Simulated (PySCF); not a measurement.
# Tune calculation of Cs

- system: Cs (1 atom in the cell)
- method: Kohn-Sham DFT of a periodic cell in Gaussian orbitals, BLYP, DZVP-MOLOPT-SR/GTH-PBE, no spin polarisation (PySCF 2.14.0)

The structure derives from a Materials Project entry. It belongs to a series of runs on one base structure; here: symmetry = True.

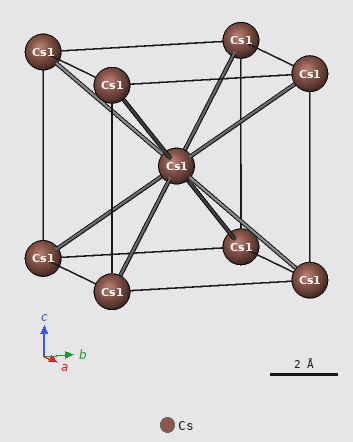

*The structure as given in the input (ball-and-stick view of the cell 2 times as large as that of the calculation, set on its symmetry axes, seen slightly off an axis; atoms are numbered from 1 in the order of the input). An atom can appear more than once, as a periodic image.*

Near neighbours in the periodic cell (some may lie outside the picture): Cs has 8 Cs at 5.42 Å.

## The input
```python
import json
import numpy as np
from pyscf.pbc import gto, scf, dft, df

cell = gto.Cell()
cell.basis = 'DZVP-MOLOPT-SR-GTH-q9'
cell.pseudo = 'GTH-PBE-q9'
cell.fromfile('Cs.cif')
cell.ke_cutoff = 40  # hartree
cell.exp_to_discard = 0.02
cell.precision = 1e-08
cell.space_group_symmetry = True
cell.symmorphic = False
cell.max_memory = 26880  # MB
cell.verbose = 4
cell.build()

res = {}
kpts = cell.make_kpts([6, 6, 6], space_group_symmetry=True, time_reversal_symmetry=True)
cell.space_group_symmetry = False  # the mesh holds the operations; no search on the supercells of the integral code
mf = dft.KRKS(cell, kpts, xc='blyp')
mf = mf.multigrid_numint()
mf = mf.smearing(sigma=0.00183747, method='fermi')  # hartree
mf.conv_tol = 1e-07
mf.max_cycle = 60

mf.kernel()
res.update(converged=bool(mf.converged), e_tot=mf.e_tot, nelec=cell.nelectron, nao=cell.nao, mesh=list(map(int, cell.mesh)), a=cell.lattice_vectors().tolist(), coords=cell.atom_coords().tolist(),
           mo_energy=[np.real(x).tolist() for x in mf.mo_energy], mo_occ=[np.real(x).tolist() for x in mf.mo_occ])
res.update(e_free=mf.e_free, e_zero=mf.e_zero)
res.update(kpts=kpts.kpts_scaled_ibz.tolist(), weights=kpts.weights_ibz.tolist())
res['parts'] = {k: float(np.real(v)) for k, v in mf.scf_summary.items() if np.isscalar(v)}
json.dump(res, open('results.json', 'w'))
if not mf.converged:
    raise SystemExit('SCF not converged')

print('levels (eV)')
for i, kp in enumerate(res['kpts'][:40]):
    print('k %7.4f %7.4f %7.4f  ' % tuple(kp), ' '.join('%.3f' % (x * 27.211386) for x in res['mo_energy'][i][:10]))

mf = mf.to_khf()  # unfold to the whole mesh
kpts = mf.kpts
# Mulliken populations
dm, s = np.asarray(mf.make_rdm1()), np.asarray(mf.get_ovlp())
sites = cell.aoslice_by_atom()[:, 2:]
tot = np.einsum('kij,kji->i', dm, s).real / len(kpts)
res['mulliken'] = [cell.atom_charge(i) - tot[a0:a1].sum() for i, (a0, a1) in enumerate(sites)]
print('Mulliken charges', np.round(res['mulliken'], 5))
res['meta_lowdin'] = mf.mulliken_meta()[1].tolist()
res['done'] = True
json.dump(res, open('results.json', 'w'))
```

## File Cs.cif
```
data_Cs
_cell_length_a 5.41866044
_cell_length_b 5.41866044
_cell_length_c 5.41866044
_cell_angle_alpha 109.47122063
_cell_angle_beta 109.47122063
_cell_angle_gamma 109.47122063
_space_group_name_H-M_alt 'P1'
_space_group_name_Hall 'P 1'
_space_group_IT_number 1
loop_
_space_group_symop_operation_xyz
'x,y,z'
loop_
_atom_site_label
_atom_site_type_symbol
_atom_site_symmetry_multiplicity
_atom_site_Wyckoff_symbol
_atom_site_fract_x
_atom_site_fract_y
_atom_site_fract_z
_atom_site_occupancy
Cs1 Cs 1 a 0.0000000000 0.0000000000 0.0000000000 1
```

Hardware: 4 threads of Arm Neoverse N1, 90 GiB of memory available, host not shared.

Command:
```bash
OMP_NUM_THREADS=4 python -u run.py > log
```

## Log
```
UserWarning: Electron number 9 and spin 0 are not consistent in cell

  warnings.warn('Electron number %d and spin %d are not consistent '
Discarded 0 diffused primitive functions, 0 contracted functions
time reversal: False
k-points in IBZ                         weights
  0:  0.000000,  0.000000,  0.000000    1/216
  1:  0.500000,  0.500000, -0.000000    6/216
  2:  0.500000,  0.500000,  0.500000    1/216
  3:  0.666667,  0.333333, -0.000000    12/216
  4:  0.666667,  0.500000,  0.500000    12/216
  5:  0.666667,  0.666667,  0.333333    6/216
  6:  0.666667,  0.666667,  0.666667    8/216
  7:  0.833333,  0.166667, -0.000000    12/216
  8:  0.833333,  0.500000,  0.333333    24/216
  9:  0.833333,  0.500000,  0.500000    12/216
 10:  0.833333,  0.666667,  0.333333    24/216
 11:  0.833333,  0.666667,  0.500000    48/216
 12:  0.833333,  0.833333,  0.166667    6/216
 13:  0.833333,  0.833333,  0.333333    24/216
 14:  0.833333,  0.833333,  0.666667    12/216
 15:  0.833333,  0.833333,  0.833333    8/216

******** <class 'pyscf.pbc.scf.smearing.SmearingKsymAdaptedKRKS'> ********
method = SmearingKsymAdaptedKRKS
initial guess = minao
damping factor = 0
level_shift factor = 0
DIIS = <class 'pyscf.scf.diis.CDIIS'>
diis_start_cycle = 1
diis_space = 8
diis_damp = 0
SCF conv_tol = 1e-07
SCF conv_tol_grad = None
SCF max_cycles = 60
direct_scf = True
direct_scf_tol = 1e-13

******** PBC SCF flags ********
N kpts (BZ) = 216
N kpts (IBZ) = 16
Exchange divergence treatment (exxdiv) = ewald
    madelung (= occupied orbital energy shift) = 0.05129777082878981
    Total energy shift due to Ewald probe charge = -1/2 * Nelec*madelung = -0.23083996873
DF object = <pyscf.pbc.df.fft.FFTDF object>
XC functionals = blyp
small_rho_cutoff = 0
Uniform grid, mesh = [31 31 31]
Set gradient conv threshold to 0.000316228
nelec by numeric integration = 8.999999999999998
init E= -19.7483541726297
    sigma = 0.00183747  Optimized mu = 0.0873618976795  entropy = 0.341697745469
nelec by numeric integration = 9.00000000011882
    Total E(T) = -20.0815432948809  Free energy = -20.0821711542373  E0 = -20.0818572245591
cycle= 1 E= -20.0815432948809  delta_E= -0.333  |g|= 0.0996  |ddm|= 5.47
    sigma = 0.00183747  Optimized mu = 0.093246385771  entropy = 0.332252408944
nelec by numeric integration = 9.000000000109049
    Total E(T) = -20.0822612445808  Free energy = -20.0828717484147  E0 = -20.0825664964977
cycle= 2 E= -20.0822612445808  delta_E= -0.000718  |g|= 0.0268  |ddm|= 1.64
    sigma = 0.00183747  Optimized mu = 0.092580026249  entropy = 0.333278160605
nelec by numeric integration = 9.00000000011066
    Total E(T) = -20.0823181579873  Free energy = -20.0829305466091  E0 = -20.0826243522982
cycle= 3 E= -20.0823181579873  delta_E= -5.69e-05  |g|= 0.000174  |ddm|= 0.357
    sigma = 0.00183747  Optimized mu = 0.0925623153128  entropy = 0.333245070125
nelec by numeric integration = 9.000000000110651
    Total E(T) = -20.0823182222554  Free energy = -20.0829305500744  E0 = -20.0826243861649
cycle= 4 E= -20.0823182222554  delta_E= -6.43e-08  |g|= 5.67e-06  |ddm|= 0.00305
    sigma = 0.00183747  Optimized mu = 0.0925617650711  entropy = 0.33324203941
nelec by numeric integration = 9.000000000110644
    Total E(T) = -20.0823182278296  Free energy = -20.0829305500797  E0 = -20.0826243889546
Extra cycle  E= -20.0823182278296  delta_E= -5.57e-09  |g|= 6.42e-07  |ddm|= 0.000114
converged SCF energy = -20.0823182278296
levels (eV)
k  0.0000  0.0000  0.0000   -21.716 -8.499 -8.499 -8.499 0.844 6.851 6.851 6.851 7.129 7.129
k  0.5000  0.5000 -0.0000   -21.711 -8.606 -8.535 -8.499 2.650 3.384 6.925 7.078 7.219 7.225
k  0.5000  0.5000  0.5000   -21.707 -8.577 -8.577 -8.577 5.376 5.376 5.376 6.762 7.157 7.157
k  0.6667  0.3333 -0.0000   -21.712 -8.580 -8.526 -8.499 1.894 4.247 6.239 6.681 7.110 7.434
k  0.6667  0.5000  0.5000   -21.708 -8.584 -8.567 -8.557 3.875 3.931 5.078 6.971 7.173 7.495
k  0.6667  0.6667  0.3333   -21.709 -8.570 -8.557 -8.557 2.787 4.934 4.934 6.275 7.044 8.352
k  0.6667  0.6667  0.6667   -21.711 -8.573 -8.573 -8.512 3.432 3.432 3.462 5.921 7.056 7.056
k  0.8333  0.1667 -0.0000   -21.715 -8.526 -8.508 -8.499 1.131 5.656 5.888 6.848 7.034 7.150
k  0.8333  0.5000  0.3333   -21.710 -8.586 -8.562 -8.527 2.979 3.872 4.279 7.157 7.396 7.410
k  0.8333  0.5000  0.5000   -21.710 -8.599 -8.546 -8.518 2.918 3.389 5.159 6.150 7.203 7.431
k  0.8333  0.6667  0.3333   -21.711 -8.575 -8.537 -8.520 2.139 4.269 5.055 6.740 7.047 7.430
k  0.8333  0.6667  0.5000   -21.711 -8.593 -8.541 -8.507 2.532 3.620 4.581 6.459 7.065 7.106
k  0.8333  0.8333  0.1667   -21.714 -8.531 -8.518 -8.518 1.406 5.131 5.131 6.889 7.015 7.618
k  0.8333  0.8333  0.3333   -21.713 -8.563 -8.519 -8.505 1.660 4.389 5.404 6.186 6.987 7.120
k  0.8333  0.8333  0.6667   -21.711 -8.579 -8.548 -8.525 3.116 3.389 3.783 5.056 6.912 6.953
k  0.8333  0.8333  0.8333   -21.712 -8.583 -8.523 -8.523 2.357 3.904 3.904 5.860 6.943 6.943
Mulliken charges [-0.]
 ** Mulliken pop on meta-lowdin orthogonal AOs **
 ** Mulliken pop  **
pop of  0 Cs 5s           1.88738
pop of  0 Cs 6s           1.08032
pop of  0 Cs 7s           0.00453
pop of  0 Cs 5px          1.99968
pop of  0 Cs 5py          1.99968
pop of  0 Cs 5pz          1.99968
pop of  0 Cs 6px          0.00634
pop of  0 Cs 6py          0.00634
pop of  0 Cs 6pz          0.00634
pop of  0 Cs 5dxy         0.00173
pop of  0 Cs 5dyz         0.00200
pop of  0 Cs 5dz^2        0.00206
pop of  0 Cs 5dxz         0.00173
pop of  0 Cs 5dx2-y2      0.00219
 ** Mulliken atomic charges  **
charge of    0Cs =     -0.00000
```

## Summary

```tsv
quantity	value
outcome	converged
space group (tolerance 0.01 Å)	Im-3m (229)
electrons treated	9
free energy	−546.4844 eV
total energy	−546.4677 eV
Fermi energy	2.519 eV
gap on the k-point mesh	none (metallic)
wall time	1.9 min (CPU time 5.7 min)
peak memory	1.5 GiB
```
